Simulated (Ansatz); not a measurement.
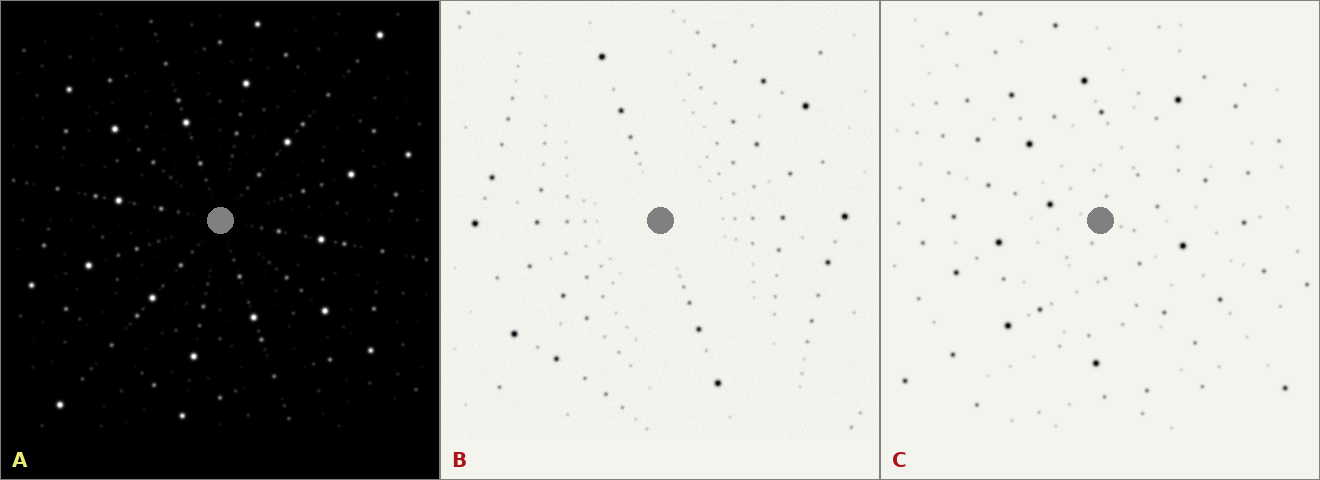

Simulated back-reflection Laue patterns (white X-rays, 0.45 to 2.2 Å, flat plate covering ±45° about the beam, kinematic intensities, seen from the source). Crystal: Ge, space group P6/mmm (No. 191), a = 4.791 Å, c = 2.772 Å (hexagonal axes). Structure: the end point of a relaxation with DFT PBEsol, scalar-relativistic, plane waves, PAW in Ansatz; the starting structure was generated, so it need not be a known form of this composition.

```csv
atom,site,symmetry,x,y,z
Ge,1a,6/mmm,0.0000,0.0000,0.0000
Ge,2d,-6m2,0.3333,0.6667,0.5000
```

### The directions [001], [100], [101] point towards the source, in some order. Which is which?

A: [001], symmetry 6mm (a sixfold axis with mirror lines). B: [100], symmetry 2mm (a twofold axis with two mirror lines). C: [101], symmetry m (one mirror line). The Laue class is 6/mmm.
